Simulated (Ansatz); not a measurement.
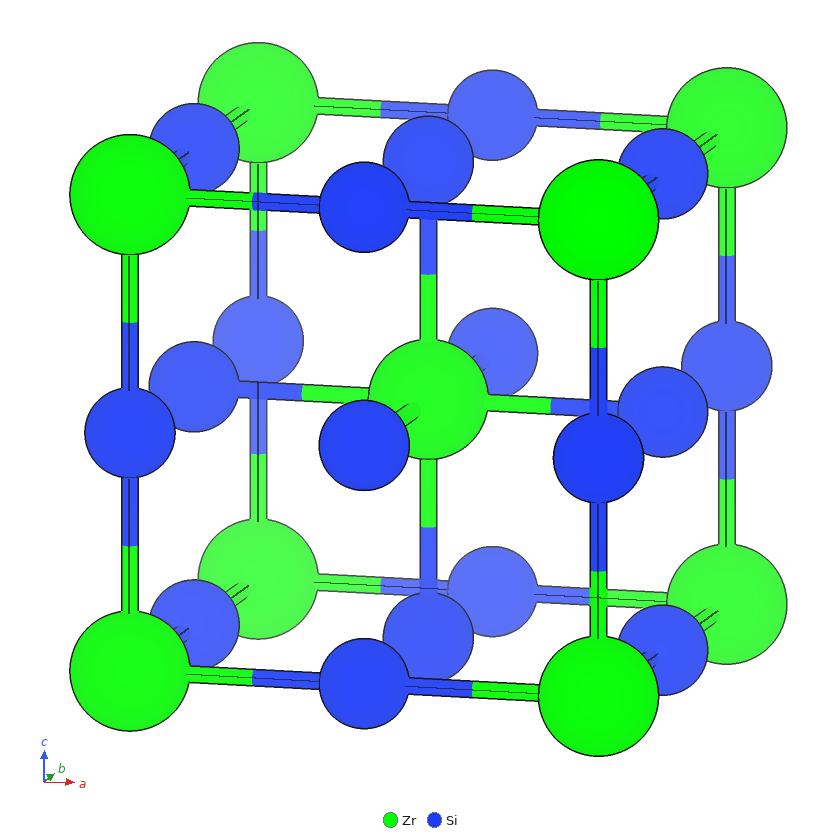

This ball-and-stick model is shown slightly off an axis. The box is the conventional unit cell; atoms on or close to its faces, edges and corners are drawn wherever they repeat. Cell: a = 5.39 Å, b = 5.39 Å, c = 5.39 Å, α = 90.00°, β = 90.00°, γ = 90.00°.

Provenance: a random cell made by a generator, so it need not be a real form of the compound. Earlier steps of the study may have refined or changed the cell and positions. Ansatz was used for an electronic-structure calculation on it.

> In words:

The structure is one of ZrSi$_{3}$. Its lattice is body-centred cubic, its space group Im-3m (No. 229). The cell has 8 atoms, namely 2 Zr, 6 Si. Each Zr has six Si in an octahedral arrangement at about 2.7 Å. Around each Si lie two Zr in a linear arrangement at about 2.7 Å. The bonds build a three-dimensional framework.

Computational set-up: DFT PBE, scalar-relativistic, plane waves, PAW (Ansatz 0.2.0), 420 eV cutoff, k-points about 0.14 Å⁻¹ apart, Gaussian smearing of 0.1 eV, no spin polarisation.

> What does the calculation say: metal or gapped?

A metal: bands cross the Fermi level.

> How are the electrons shared out in a Bader analysis?

Zr +1.44 e; Si -0.48 e.

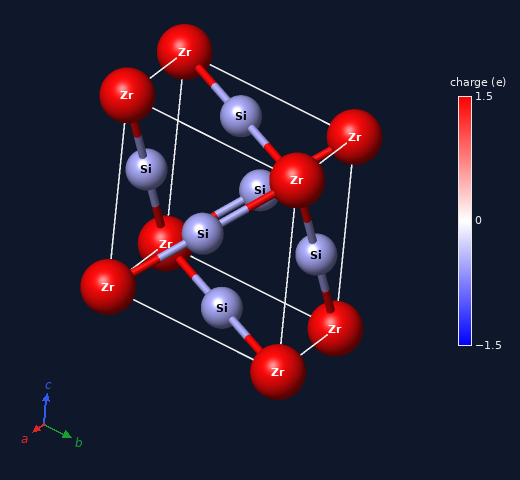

The atoms coloured by those charges. The run's cell of 4 atoms is drawn, so axes and origin can differ from the first picture.

> Does this geometry sit at a stationary point of the energy?

Yes. All forces vanish to within 0.01 eV/Å. The pressure is 0.0 GPa, close to zero.
